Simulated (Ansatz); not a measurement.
# Run report: MoS, single-point calculation (part 2 of 2)

Continued. System: MoS (F-43m, 2 atoms in the cell). Method: DFT, r2SCAN, plane waves, PAW, spin-polarised (Ansatz 0.2.0); cutoff 450 eV, 12×12×12 k-mesh, Gaussian smearing of 0.05 eV, collinear spins. The structure was built on a prototype by a generator; it need not be a known phase.

Geometry of the input (Å; fractional positions):
```
0.0000  2.6777  2.6777
2.6777  0.0000  2.6777
2.6777  2.6777  0.0000
Mo 0.0000  0.0000  0.0000
S  0.2500  0.2500  0.2500
```

```
this state was not tested for a lower state beside it, because the mixer in use, unlike msr1, does not test its closes by its own steps (another_mixer; see scf.mixing.algorithm and scf.lower_state_search)
SCF converged after 19 iterations
Magnetization: 1.2296 μB (10.6148 up, 9.3852 down)
Absolute magnetization: 1.2928 μB (∫|ρ↑−ρ↓|, with the PAW one-centre terms)
Spin contamination: 0.0229 ħ² per cell (⟨S²⟩ above its minimum at these occupations)
Per-site moments (μB) at R_I (Å): [(0.8144447784870951, 0.9565528708781773), (0.00728421285469948, 0.9565528708781773)]
Free energy (F): -5873.586285 eV
Harris-Foulkes:  -5873.586285 eV  (|F-HF|=4.46e-10)
Internal energy: -5873.584752 eV  (E = F + TS)
E sigma→0 (E₀):  -5873.585518 eV
Entropy (-TS):   -0.001533 eV (-0.766 meV/atom)
Fermi energy:    12.134915 eV
--- Per-component energies (eV) ---
  E_band       = -171.125663
  E_kinetic    = 551.326765
  E_local      = -1361.459555  (includes V_loc(G=0)·N_el)
  E_nonlocal   = 172.974513
  E_hartree    = 473.340587
  E_xc         = -270.193023
  E_vxc        = -350.582533  (∫ρ·V_xc dr)
  E_paw        = -3828.063264  (= ΣΔE_a)
  E_vpaw       = -151.418698  (= ΣTr[D̂ρ^β])
  E_aug_tail   = 0.000015  (compensation charges beyond the density's cutoff)
  E_vtau       = 21.351471  (kinetic-family band-sum trace: ∫τ·v_τ [+ j·A + Jᵃ·Aᵃ] dr)
  E_ewald      = -1611.179819
  E_core_change = -0.330970  (= ΣΔE_core)
  E_smearing   = -0.001533  (= −TS)
  E_closure    = 0.000000  (closes the sum)
  Σ components = -5873.586285   (vs F -5873.586285, Δ=0.00e0)
--- Forces (eV/Å), atoms counted from 1 ---
  atom   1  Mo     0.00000000    -0.00000000    -0.00000000
  atom   2  S      0.00000000     0.00000000    -0.00000000
  max |Σ_I F_I| component: 1.50e-16 eV/Å
--- Stress (GPa, compression-positive) ---
        0.120632       0.000000       0.000000
        0.000000       0.120632      -0.000000
        0.000000      -0.000000       0.120632
  P = ⅓ Tr σ = 0.1206 GPa (1.206 kbar)
--- Band table (eV; the first three rows and the last of 144) ---
  k-point 0 ↑: bands = ["-51.2377", "-24.7135", "-24.7135", "-24.7135", "-3.7260", "5.9429", "5.9429", "5.9429", "10.4657", "10.4657", "13.7395", "16.5003", "16.5003", "16.5003", "20.4246", "20.4246"]
  k-point 1 ↑: bands = ["-51.2373", "-24.7209", "-24.7145", "-24.7145", "-3.6720", "5.8732", "5.9794", "5.9794", "10.4425", "10.4425", "13.9809", "16.2465", "16.4782", "16.4782", "20.0658", "20.4507"]
  k-point 2 ↑: bands = ["-51.2360", "-24.7411", "-24.7173", "-24.7173", "-3.5240", "5.7194", "6.0746", "6.0746", "10.4122", "10.4122", "14.4237", "15.7640", "16.3159", "16.3159", "19.3082", "20.5859"]
  k-point 71 ↓: bands = ["-50.3784", "-23.8371", "-23.7989", "-23.7794", "-2.6162", "6.0008", "6.5232", "7.5142", "10.2156", "11.4794", "13.3043", "13.7533", "15.3588", "19.7282", "21.0131", "21.5710"]
```

## File rho_z.tsv
```
# z_ang	rho[e/angstrom^3]	rho_spin[e/angstrom^3]
# format = ansatz-planar-average/11
# lattice	0.000000000	2.677653612	2.677653612
# lattice	2.677653612	0.000000000	2.677653612
# lattice	2.677653612	2.677653612	0.000000000
# sites	2
# site	42	0.000000000	0.000000000	0.000000000
# site	16	1.338826806	1.338826806	1.338826806
0.000000	1.043508e0	4.868945e-2
0.140251	1.067992e0	5.247743e-2
0.280502	1.052686e0	6.038086e-2
0.420753	9.870682e-1	6.602696e-2
0.561004	8.734099e-1	6.431186e-2
0.701254	7.336318e-1	5.482182e-2
0.841505	5.988819e-1	4.121644e-2
0.981756	4.930191e-1	2.797530e-2
1.122007	4.222480e-1	1.742907e-2
1.262258	3.767775e-1	9.848806e-3
1.402509	3.421486e-1	5.081630e-3
1.542760	3.085238e-1	2.690356e-3
1.683011	2.723672e-1	1.917432e-3
1.823262	2.351779e-1	2.217015e-3
1.963512	2.011646e-1	3.266368e-3
2.103763	1.739939e-1	4.960358e-3
2.244014	1.556978e-1	7.340796e-3
2.384265	1.478275e-1	1.052953e-2
2.524516	1.525999e-1	1.483320e-2
2.664767	1.754018e-1	2.052215e-2
2.805018	2.270166e-1	2.816072e-2
2.945269	3.184865e-1	3.844242e-2
3.085520	4.505760e-1	5.012379e-2
3.225770	6.081942e-1	5.933660e-2
3.366021	7.645763e-1	6.219032e-2
3.506272	8.943186e-1	5.821101e-2
3.646523	9.864389e-1	5.164498e-2
```

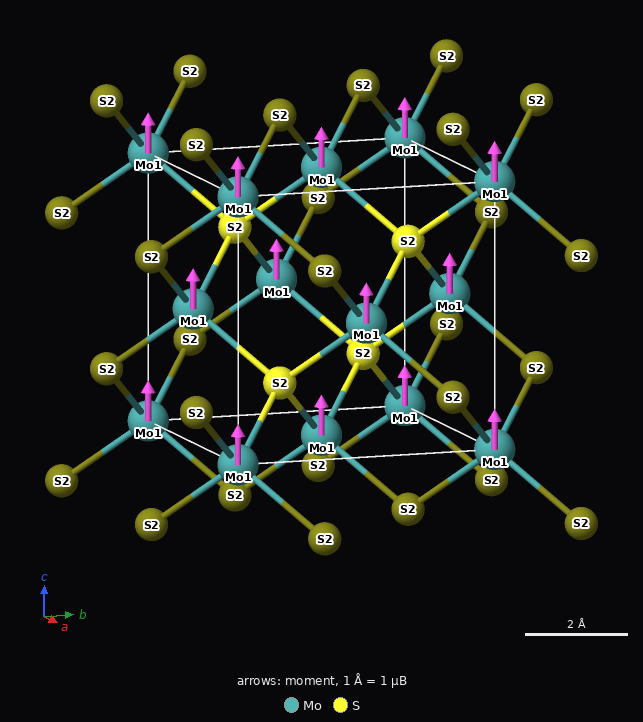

Figure 1. Magnetic moments of the sites as pink arrows (ball-and-stick view of the cell 4 times as large as that of the calculation, set on its symmetry axes, seen slightly off an axis; neighbours outside the cell are drawn fainter; atoms are numbered from 1 in the order of the input); small moments hardly show. The run is collinear, so the axis drawn is arbitrary. Site moments: Mo1 (0.81 μB). They are counted near the atoms and needn't add up to the moment of the cell.

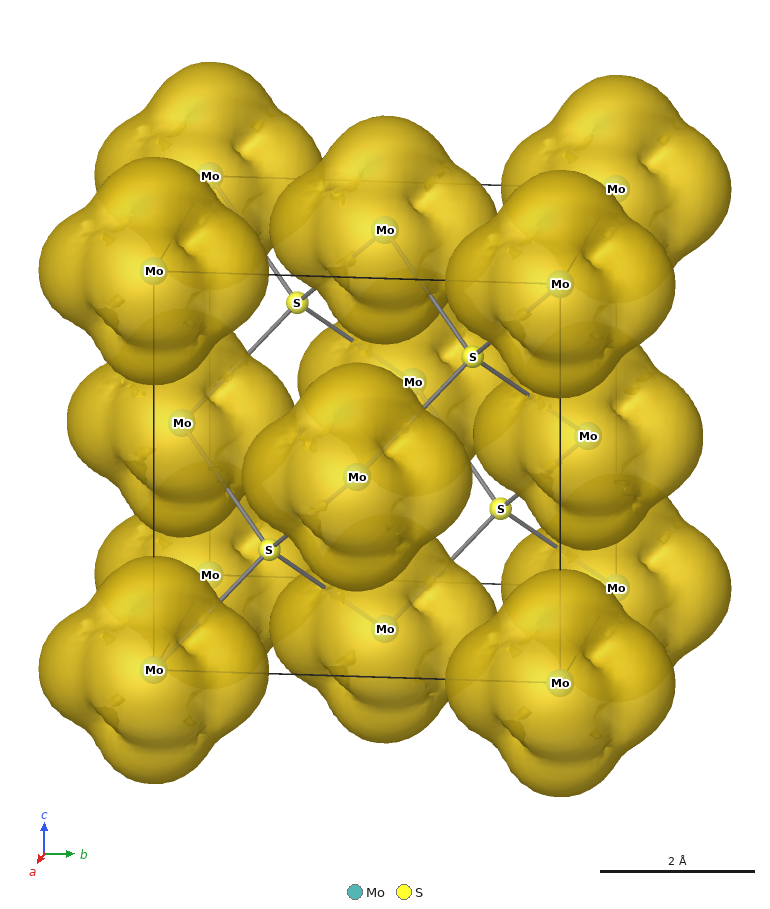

Figure 2. Isosurfaces of the spin density (up minus down) at +0.03 (yellow) and −0.03 e/Å³ (cyan), seen at an oblique angle. Sticks mark near contacts. The outline is the cell set on symmetry axes. The cell of the calculation (2 atoms) carries 1.2 μB net. Only one sign reaches the isovalue. The fields are those of the smooth PAW valence density.

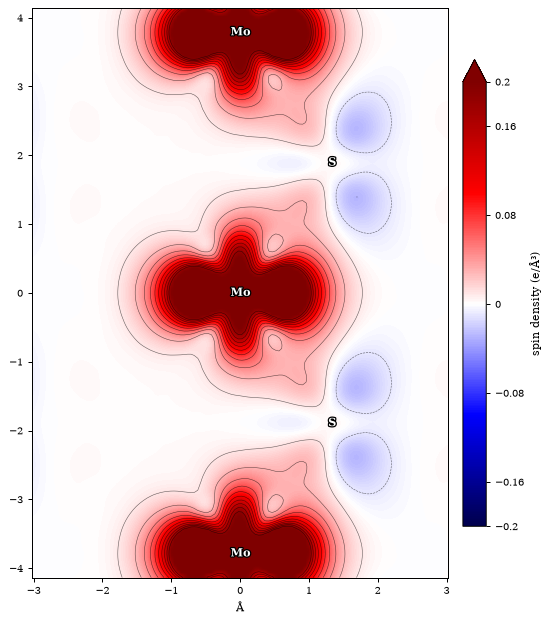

Figure 3. Magnetisation density (up minus down) on the (110) plane of the conventional cell. The section cuts through Mo and S sites. The cell of the calculation (2 atoms) carries 1.2 μB net.

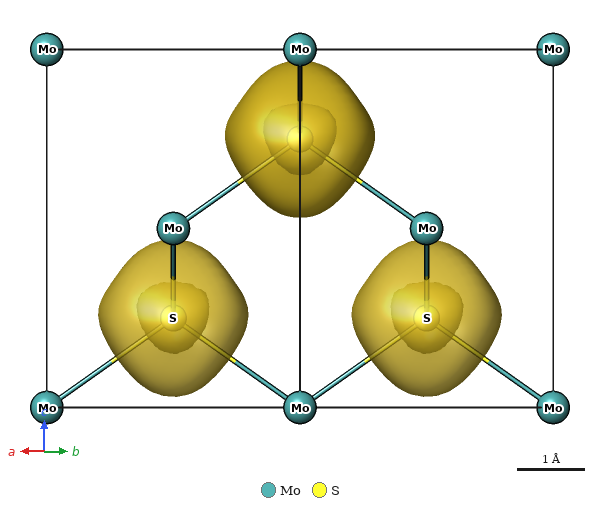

Figure 4. Isosurface of the electron localisation function at 0.65 (yellow), seen along [110]. Core shells and regions of very low density are left out. Sticks mark near contacts. The outline is the cell set on symmetry axes. Along the contacts the grid gives the following. Mo–S (2.32 Å): the ELF is about 0.45 at the midpoint.

## Results in brief

```csv
quantity,value
outcome,converged
space group (tolerance 0.01 Å),F-43m (216)
electrons treated,20
free energy,−5873.5863 eV
Fermi energy,12.135 eV
net moment of the cell,1.23 μB
integrated absolute moment,1.29 μB
pressure,0.12 GPa
largest force (length of the vector),under 0.001 eV/Å
hardware,"2 threads of Arm Neoverse V2, 24 GiB of memory available, shared host"
wall time,17 s (CPU time 33 s)
peak memory,0.47 GiB
```

## Remarks

Settings chosen away from the usual ones: scf.lower_state_search = "light", basis.ecutwfc = "450 eV". Warnings of the run: the cutoff is below the recommended one; the state was not tested for a lower one.
